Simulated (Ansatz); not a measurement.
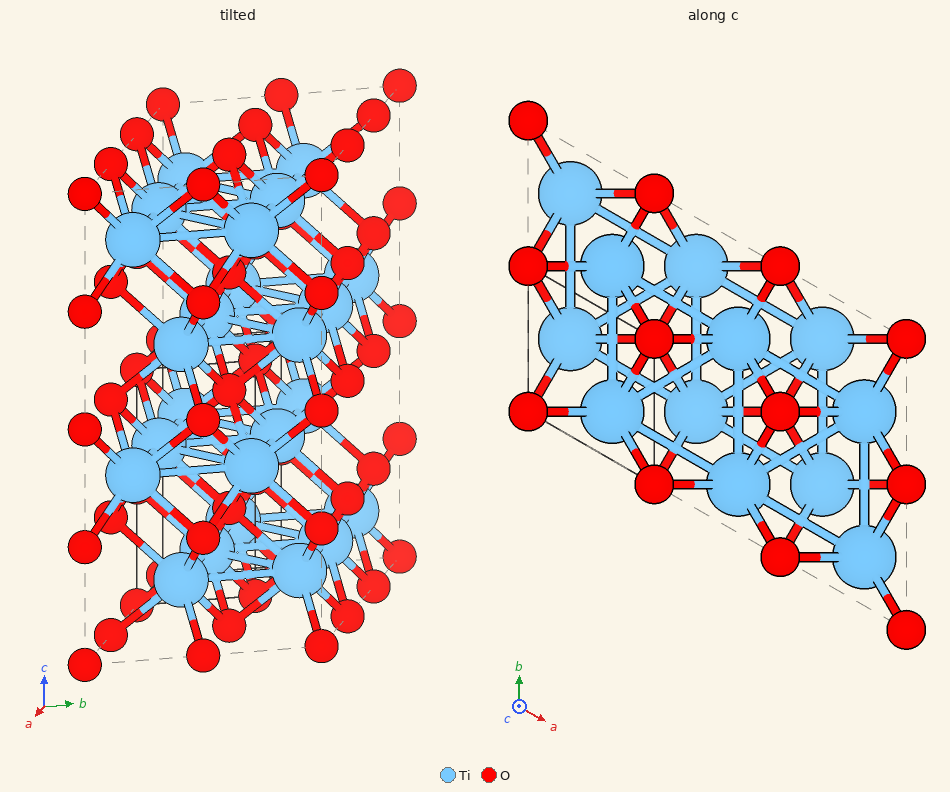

Ball-and-stick drawing of the structure, looking slightly off an axis and along the c axis. Shown are 3×2×2 repeats of the simulation cell, one of them outlined in solid lines.

This input was run:
```yaml
crystal:
  lattice:
    - [2.8516080131, 0.0, 0.0]
    - [-1.4258040066, 2.469564981, 0.0]
    - [0.0, 0.0, 5.567503]
  atoms:
    - { symbol: Ti, position: [0.33333333, 0.66666667, 0.25] }
    - { symbol: Ti, position: [0.66666667, 0.33333333, 0.75] }
    - { symbol: O, position: [0.0, 0.0, 0.0] }
    - { symbol: O, position: [0.0, 0.0, 0.5] }
basis:
  ecutwfc: 500
kpoints:
  mp_grid: { grid: [18, 18, 8] }
hamiltonian:
  xc: r2scan
scf:
  occupations: { method: gaussian, width: 0.1 }
output:
  forces: true
  stress: true
  eigenvalues: true
  populations: true
```
Run as:
```sh
ansatz run input.yaml --threads 1 --pin off --max-ram 2560MiB --backend cpu --events-out ev --progress --plain --runs-dir out
```

Method used: Ansatz, DFT r2SCAN, scalar-relativistic, plane waves, PAW. It ran with an energy cutoff of 500 eV, 18×18×8 k-points, Gaussian smearing of 0.1 eV, no spin polarisation.

**Metal or not?**

A metal: bands cross the Fermi level.

**What pressure does the calculation give for this cell?**

The computed pressure is -5.3 GPa (stretched: it would shrink).

The structure comes from a structure listed in the Materials Project. Earlier steps of the study may have refined or changed the cell and positions. An electronic-structure calculation with Ansatz was run on it.

At this level of theory the cell isn't at rest (stretched, at -5 GPa), so its distances can differ from those at equilibrium, the more so the softer the solid.
